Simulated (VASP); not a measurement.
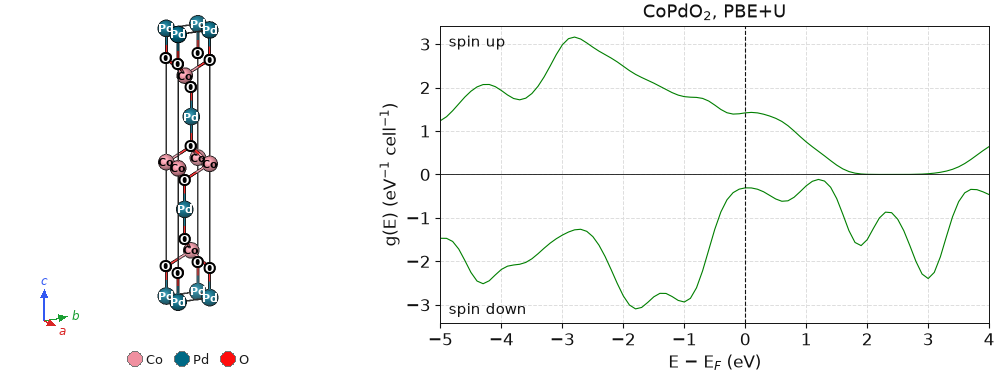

Density of states of CoPdO$_{2}$, space group R-3m, 4 atoms in the primitive cell (a = 2.971 Å, c = 17.907 Å (hexagonal axes)), beside the structure. VASP 6.6.1; PBE, Co d U = 3.32 eV, VASP PAW PBE potentials, release 64 (Co, Pd, O), collinear spin, ferromagnetic start, no spin-orbit coupling, 15×15×15 k mesh, 520 eV cutoff, Methfessel-Paxton smearing of 0.1 eV. Energies are counted from the Fermi level. Spin-down states are drawn negative. The DOS curve is built from the levels of the k mesh with Gaussians 0.55 eV wide, which also blur the band edges; ripples of that width can come from the mesh.

It is a metal. The density of states at the Fermi level is about 1.8 per eV and cell (mean within 0.25 eV), or 0.44 per atom. At the Fermi level spin up gives about 1.4 and spin down about 0.34 states per eV, a polarisation (up − down)/(up + down) of about 0.6. The two spin channels differ: the cell has a net moment of 2.0 μB, with spin up in the majority.

The run ends ferromagnetic, with 1.97 μB a cell. A cell with one magnetic atom can't hold antiferromagnetic order, which such compounds often take. The cell was derived from a database entry in an earlier step, so it needn't be the measured one.
